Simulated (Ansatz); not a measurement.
**BAs: geometry relaxation (part 3 of 3)**

The same run, continued: BAs (slab, 10 atoms in the cell); DFT r2SCAN, scalar-relativistic, plane waves, PAW, no spin polarisation (Ansatz 0.2.0); cutoff 500 eV, 8×6×1 k-mesh, Gaussian smearing of 0.05 eV. The structure derives from an entry of the Crystallography Open Database. The input holds or restrains some coordinates. Forces given for the steps count only the free coordinates. It belongs to a series of runs on one base structure; here: clean slab, lower half held.

Geometry of the input (Å; fractional positions):
```
3.3827  0.0000  0.0000
0.0000  4.7838  0.0000
0.0000  0.0000  23.7654
B  0.5000  0.5000  0.3577
As 0.0000  0.2500  0.3577
B  0.0000  0.0000  0.4288
As 0.5000  0.7500  0.4288
B  0.5000  0.5000  0.5000
As 0.0000  0.2500  0.5000
B  0.0000  0.0000  0.5712
As 0.5000  0.7500  0.5712
B  0.5000  0.5000  0.6423
As 0.0000  0.2500  0.6423
```

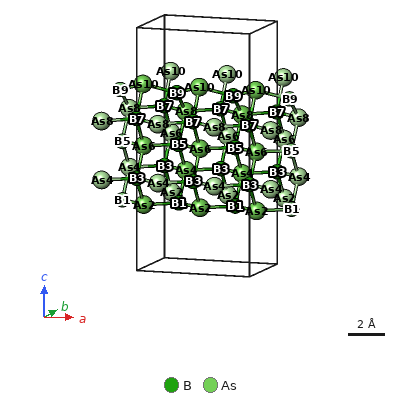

**Figure 1.** The geometry at step 4 of the log (ball-and-stick view of the 2 × 1 repeat of the cell, with the vacuum cut short, seen slightly off an axis; neighbours outside the cell are drawn fainter; atoms are numbered from 1 in the order of the input).

Output, continued:
```
--- Per-component energies (eV) ---
  E_band       = -2020.564483
  E_kinetic    = 743.778175
  E_local      = -83097.954765  (includes V_loc(G=0)·N_el)
  E_nonlocal   = -3287.259466
  E_hartree    = 41565.760895
  E_xc         = -522.283420
  E_vxc        = -620.334373  (∫ρ·V_xc dr)
  E_paw        = -9643.545182  (= ΣΔE_a)
  E_vpaw       = 1078.030345  (= ΣTr[D̂ρ^β])
  E_aug_tail   = -0.000034  (compensation charges beyond the density's cutoff)
  E_vtau       = 31.674588  (kinetic-family band-sum trace: ∫τ·v_τ [+ j·A + Jᵃ·Aᵃ] dr)
  E_efield     = 0.000091  (sawtooth field / dipole correction)
  E_vefield    = -0.018325  (∫n·V_field dr)
  E_ewald      = 29146.334850
  E_core_change = -7.379249  (= ΣΔE_core)
  E_smearing   = -0.000007  (= −TS)
  E_closure    = -0.000000  (closes the sum)
  Σ components = -25102.548112   (vs F -25102.548112, Δ=0.00e0)
--- Forces (eV/Å), atoms counted from 1 ---
  atom   1  B      0.00000000    -1.58913298     2.61599569
  atom   2  As     0.00000000     0.71717913    -2.01521747
  atom   3  B      0.00000000     0.06794554     0.64963296
  atom   4  As     0.00000000     0.80565811    -1.25806465
  atom   5  B      0.00000000    -0.00395578     0.00183824
  atom   6  As     0.00000000     0.01185248    -0.00936054
  atom   7  B      0.00000000    -0.02021860    -0.01712670
  atom   8  As     0.00000000     0.01506646     0.02605493
  atom   9  B      0.00000000    -0.00489550    -0.00024061
  atom  10  As     0.00000000     0.00050477     0.00647931
  max |Σ_I F_I| component: 8.86e-6 eV/Å
--- Band table (eV; the first three rows and the last of 20) ---
  k-point 0: bands = ["-36.1916", "-36.1744", "-36.1658", "-36.1555", "-36.1456", "-36.0649", "-36.0592", "-36.0457", "-36.0361", "-36.0342", "-36.0299", "-36.0280", "-36.0199", "-36.0036", "-36.0029", "-35.2379", "-35.2123", "-35.1503", "-35.1442", "-35.1285", "-35.1146", "-35.1113", "-35.0393", "-35.0348", "-35.0150", "-15.1675", "-13.9622", "-12.3843", "-11.2119", "-10.8763", "-8.2218", "-7.2412", "-5.6790", "-4.9831", "-4.5218", "-3.4940", "-3.4700", "-2.7020", "-2.5213", "-2.3355", "-1.3172", "-0.5141", "-0.2481", "0.3435", "0.4581", "1.6054", "2.4562", "2.7931", "3.4620", "3.9867", "4.4788", "4.5081", "4.9287", "5.0981", "5.3855"]
  k-point 1: bands = ["-36.1916", "-36.1744", "-36.1658", "-36.1555", "-36.1456", "-36.0648", "-36.0592", "-36.0455", "-36.0360", "-36.0343", "-36.0309", "-36.0272", "-36.0199", "-36.0035", "-36.0029", "-35.2379", "-35.2123", "-35.1503", "-35.1442", "-35.1285", "-35.1146", "-35.1113", "-35.0393", "-35.0348", "-35.0150", "-15.0121", "-13.8271", "-12.3428", "-11.6674", "-11.3112", "-7.5837", "-7.4015", "-6.2517", "-4.4866", "-4.0530", "-3.8035", "-3.3148", "-2.4953", "-2.4002", "-1.9817", "-1.2955", "-0.5180", "-0.4717", "-0.1067", "0.2791", "1.5369", "2.2934", "2.8446", "3.6366", "4.0279", "4.4268", "4.6527", "5.0289", "5.0837", "5.5589"]
  k-point 2: bands = ["-36.1916", "-36.1744", "-36.1658", "-36.1554", "-36.1456", "-36.0647", "-36.0592", "-36.0451", "-36.0359", "-36.0344", "-36.0322", "-36.0264", "-36.0201", "-36.0034", "-36.0028", "-35.2379", "-35.2123", "-35.1503", "-35.1441", "-35.1285", "-35.1146", "-35.1113", "-35.0393", "-35.0348", "-35.0150", "-14.5512", "-13.4436", "-12.8240", "-12.1797", "-11.9015", "-7.6230", "-7.2856", "-5.9586", "-4.9656", "-3.5278", "-2.9151", "-2.8585", "-2.1292", "-2.0566", "-1.7404", "-1.3006", "-1.1919", "-0.7675", "-0.6550", "0.2862", "1.0476", "1.9070", "3.1530", "3.9769", "4.2460", "4.3070", "4.5728", "5.0114", "5.8187", "5.9870"]
  k-point 19: bands = ["-36.1903", "-36.1702", "-36.1690", "-36.1489", "-36.1469", "-36.0644", "-36.0538", "-36.0481", "-36.0340", "-36.0332", "-36.0255", "-36.0249", "-36.0177", "-36.0068", "-36.0012", "-35.2279", "-35.2157", "-35.1535", "-35.1437", "-35.1194", "-35.1147", "-35.1099", "-35.0392", "-35.0382", "-35.0099", "-12.3090", "-12.0840", "-11.4724", "-10.7749", "-10.2850", "-8.5557", "-8.3010", "-7.7527", "-7.6992", "-7.4208", "-4.7485", "-4.4303", "-4.0717", "-4.0051", "-2.9665", "-2.4506", "-2.2074", "-1.8992", "-0.8386", "0.2054", "0.7547", "1.8716", "4.4355", "4.8173", "5.3380", "5.5269", "5.5799", "5.6954", "6.2805", "6.4571"]
--- Relaxed structure (6 steps of the walk, 6 accepted, 0 SCFs on fresh bases) ---
  F+E_penalty+E_count = -25102.54811239 eV   max|allowed force component| = 2.605e-2 eV/Å
  atoms:
    - { symbol: B, position: [0.5, 0.5, 0.35766337029999995] }
    - { symbol: As, position: [0.0, 0.25, 0.35766337029999995] }
    - { symbol: B, position: [0.0, 0.0, 0.4288316851999999] }
    - { symbol: As, position: [0.5, 0.75, 0.4288316851999999] }
    - { symbol: B, position: [0.5, 0.4934532855640774, 0.49985537553838083] }
    - { symbol: As, position: [0.0, 0.24603159514180417, 0.5004738169151] }
    - { symbol: B, position: [0.0, -0.0003564295177692055, 0.572677784956641] }
    - { symbol: As, position: [0.5, 0.75323130385533, 0.571234803588983] }
    - { symbol: B, position: [0.5, 0.43815315976278507, 0.6269785494007967] }
    - { symbol: As, position: [0.0, 0.23089138942259527, 0.6502063872121491] }
```

Trajectory as extended XYZ (Å, eV, eV/Å), 6 frames, from step=1 to step=6:
```
10
Lattice="3.3827 0.0000 0.0000 0.0000 4.7838 0.0000 0.0000 0.0000 23.7654" Properties=species:S:1:pos:R:3:forces:R:3 step=1 energy=-25101.62734
B     1.6913    2.3919    8.5000    0.0000  -1.6996   2.4291
As    0.0000    1.1960    8.5000    0.0000   0.8819  -1.9213
B     0.0000    0.0000   10.1913    0.0000   0.1962   0.4952
As    1.6913    3.5879   10.1913    0.0000   0.9145  -1.1420
B     1.6913    2.3919   11.8827    0.0000  -0.6085   0.0000
As    0.0000    1.1960   11.8827    0.0000   0.0213   0.0000
B     0.0000    0.0000   13.5740    0.0000   0.1962  -0.4952
As    1.6913    3.5879   13.5740    0.0000   0.9145   1.1420
B     1.6913    2.3919   15.2654    0.0000  -1.6996  -2.4291
As    0.0000    1.1960   15.2654    0.0000   0.8819   1.9213
10
Lattice="3.3827 0.0000 0.0000 0.0000 4.7838 0.0000 0.0000 0.0000 23.7654" Properties=species:S:1:pos:R:3:forces:R:3 step=2 energy=-25102.29327
B     1.6913    2.3919    8.5000    0.0000  -1.6315   2.5828
As    0.0000    1.1960    8.5000    0.0000   0.7746  -2.0511
B     0.0000    0.0000   10.1913    0.0000   0.1883   0.5839
As    1.6913    3.5879   10.1913    0.0000   0.9391  -1.1409
B     1.6913    2.3908   11.8993    0.0000  -0.1798  -0.0878
As    0.0000    1.2031   11.8794    0.0000   0.1066   0.1613
B     0.0000    0.0487   13.5883    0.0000   0.0461  -0.2091
As    1.6913    3.6506   13.5870    0.0000   0.1156   0.5899
B     1.6913    2.2785   15.1069    0.0000  -0.7214  -1.5523
As    0.0000    1.1638   15.3750    0.0000   0.3617   1.1272
10
Lattice="3.3827 0.0000 0.0000 0.0000 4.7838 0.0000 0.0000 0.0000 23.7654" Properties=species:S:1:pos:R:3:forces:R:3 step=3 energy=-25102.53101
B     1.6913    2.3919    8.5000    0.0000  -1.5961   2.6183
As    0.0000    1.1960    8.5000    0.0000   0.7283  -2.0236
B     0.0000    0.0000   10.1913    0.0000   0.1956   0.7179
As    1.6913    3.5879   10.1913    0.0000   0.9196  -1.1830
B     1.6913    2.3852   11.8956    0.0000   0.0603  -0.0274
As    0.0000    1.2055   11.8974    0.0000  -0.0135  -0.0706
B     0.0000    0.0561   13.6087    0.0000  -0.1386   0.1576
As    1.6913    3.6580   13.5916    0.0000  -0.1003  -0.0477
B     1.6913    2.1712   14.9407    0.0000  -0.3606  -0.0272
As    0.0000    1.1388   15.4745    0.0000   0.3058  -0.1138
10
Lattice="3.3827 0.0000 0.0000 0.0000 4.7838 0.0000 0.0000 0.0000 23.7654" Properties=species:S:1:pos:R:3:forces:R:3 step=4 energy=-25102.53717
B     1.6913    2.3919    8.5000    0.0000  -1.5833   2.6153
As    0.0000    1.1960    8.5000    0.0000   0.7076  -2.0001
B     0.0000    0.0000   10.1913    0.0000  -0.0263   0.6204
As    1.6913    3.5879   10.1913    0.0000   0.7400  -1.3057
B     1.6913    2.3447   11.8664    0.0000  -0.0540   0.1053
As    0.0000    1.1565   11.8953    0.0000   0.0283   0.0402
B     0.0000   -0.0325   13.6290    0.0000  -0.1809  -0.3012
As    1.6913    3.5590   13.5762    0.0000   0.1609   0.0302
B     1.6913    2.0351   14.8883    0.0000   0.1614   0.0230
As    0.0000    1.0538   15.4473    0.0000   0.0461   0.1731
10
Lattice="3.3827 0.0000 0.0000 0.0000 4.7838 0.0000 0.0000 0.0000 23.7654" Properties=species:S:1:pos:R:3:forces:R:3 step=5 energy=-25102.54811
B     1.6913    2.3919    8.5000    0.0000  -1.5889   2.6158
As    0.0000    1.1960    8.5000    0.0000   0.7175  -2.0152
B     0.0000    0.0000   10.1913    0.0000   0.0678   0.6498
As    1.6913    3.5879   10.1913    0.0000   0.8055  -1.2583
B     1.6913    2.3606   11.8792    0.0000  -0.0041   0.0019
As    0.0000    1.1770   11.8939    0.0000   0.0118  -0.0096
B     0.0000   -0.0017   13.6099    0.0000  -0.0206  -0.0166
As    1.6913    3.6033   13.5756    0.0000   0.0146   0.0258
B     1.6913    2.0961   14.9004    0.0000  -0.0067  -0.0010
As    0.0000    1.1045   15.4524    0.0000  -0.0002   0.0061
10
Lattice="3.3827 0.0000 0.0000 0.0000 4.7838 0.0000 0.0000 0.0000 23.7654" Properties=species:S:1:pos:R:3:forces:R:3 step=6 energy=-25102.54811
B     1.6913    2.3919    8.5000    0.0000  -1.5891   2.6160
As    0.0000    1.1960    8.5000    0.0000   0.7172  -2.0152
B     0.0000    0.0000   10.1913    0.0000   0.0680   0.6496
As    1.6913    3.5879   10.1913    0.0000   0.8057  -1.2581
B     1.6913    2.3606   11.8792    0.0000  -0.0040   0.0018
As    0.0000    1.1770   11.8939    0.0000   0.0119  -0.0094
B     0.0000   -0.0017   13.6099    0.0000  -0.0202  -0.0171
As    1.6913    3.6033   13.5756    0.0000   0.0151   0.0261
B     1.6913    2.0961   14.9004    0.0000  -0.0049  -0.0002
As    0.0000    1.1045   15.4524    0.0000   0.0005   0.0065
```

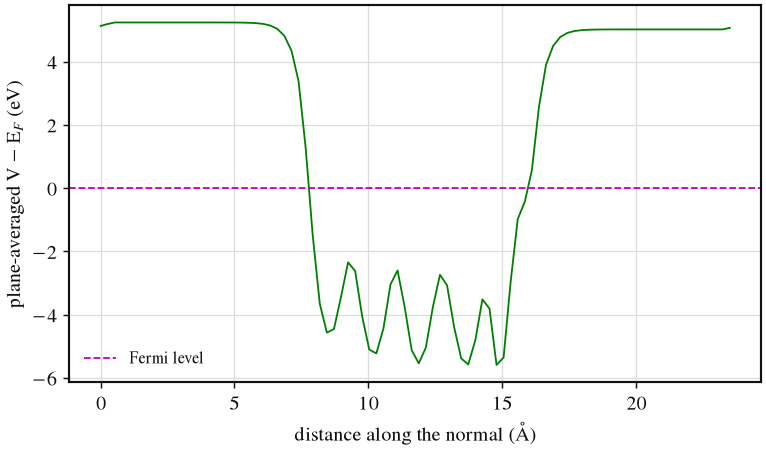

**Figure 2.** Plane average of the electrostatic potential energy of an electron across the cell, from the Fermi level. The vacuum level lies 5.02 eV above the Fermi level on the upper side and 5.24 eV on the lower.

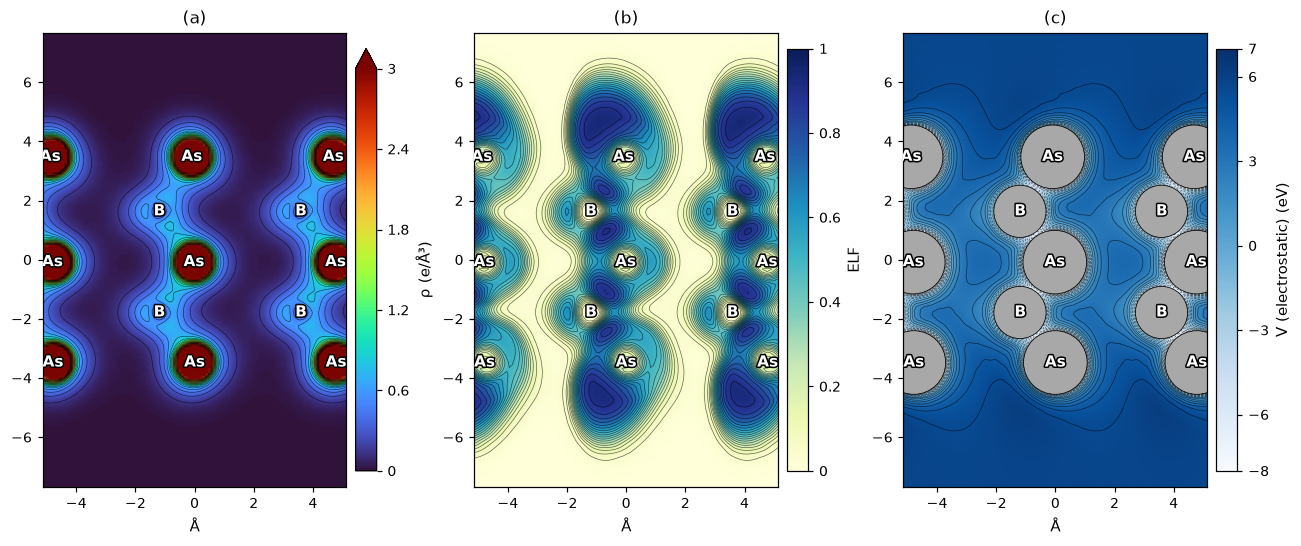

**Figure 3.** (a) valence electron density; (b) electron localisation function; (c) electrostatic potential (local pseudopotential plus Hartree) felt by an electron on the (100) plane of the calculation cell, a cut from vacuum to vacuum. Grey discs, where drawn, cover atomic cores. B–As (2.15 Å): ρ at the midpoint is about 0.65 e/Å³; the ELF peaks at about 0.85 between the atoms, as expected for localised, shared-pair bonding. The density dies away to nearly zero in the vacuum. Core electrons are frozen (PAW), so the fields are smoothed inside the atomic spheres.

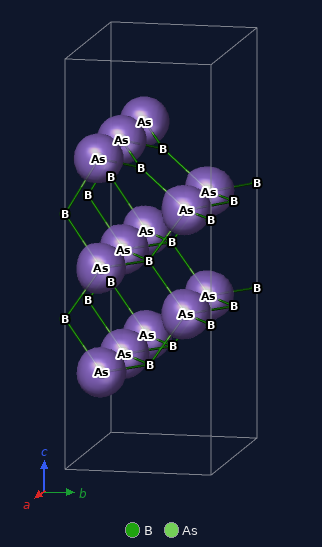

**Figure 4.** Isosurface of the valence charge density (pseudo) at 1 e/Å³ (purple), seen slightly off an axis. Sticks mark near contacts. At this value the density breaks into separate islands; it holds about 60 % of the electrons treated as valence. It is pinched off along the B–As (2.01 Å), B–As (2.06 Å), B–As (2.10 Å) and B–As (2.15 Å) contacts. On the grid the lowest density along these lines, outside the cores, is 0.85 e/Å³ (B–As, 2.01 Å), 0.77 e/Å³ (B–As, 2.06 Å), 0.7 e/Å³ (B–As, 2.10 Å) and 0.63 e/Å³ (B–As, 2.15 Å).

Results in brief:

- outcome: converged under the restraints of the input
- electrons treated: 90
- free energy: −25102.5481 eV
- work function, top face: 5.02 eV
- work function, bottom face: 5.24 eV
- Fermi energy: 0.572 eV
- gap on the k-point mesh: 0.24 eV
- final volume: 384.58 Å³
- work function (upper face): 5.02 eV
- largest force (length of the vector) at the end, held atoms and coordinates included: 3.061 eV/Å
- wall time: 4.9 min (CPU time 18 min)
- peak memory: 1.7 GiB

Remarks:

The program warns: the exchange-correlation potential is rough where the density is thin.
